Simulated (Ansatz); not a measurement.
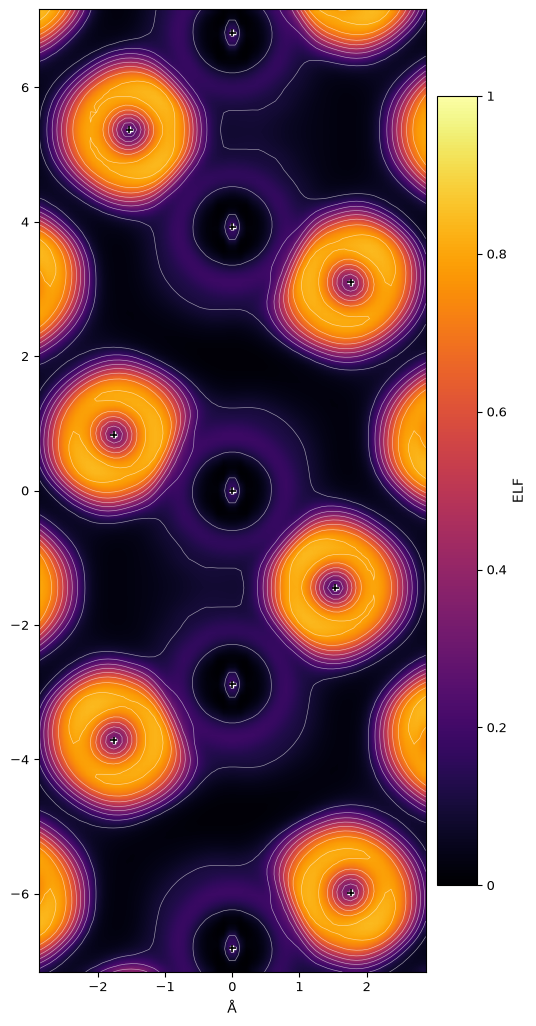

The electron localisation function on a plane through atoms (crosses mark nuclei in the plane).

Method: Ansatz 0.2.0, DFT PBE, scalar-relativistic, plane waves, PAW.

Candidates:
A. Ga15HO24 (cell charge −1, with a compensating background) (cell with a defect), a = 7.40 Å, b = 7.40 Å, c = 7.40 Å, α = 86.26°, β = 86.26°, γ = 86.26°. Spin-polarised.
B. Ga2O3, a = 5.06 Å, b = 5.06 Å, c = 13.62 Å, α = 90.00°, β = 90.00°, γ = 120.00°. Space group R-3c.

Which candidate gave the map?

Candidate B: Ga2O3 on the (010) plane of the conventional cell, which holds Ga and O. Ga–O (1.95 Å): the ELF peaks at about 0.85 in the valence shell of O, 0.6 Å from its nucleus, and is about 0.35 at the midpoint. Ga–O (2.10 Å): the ELF peaks at about 0.85 in the valence shell of O, 0.6 Å from its nucleus, and is about 0.25 at the midpoint; no shared electron pair shows on this line.
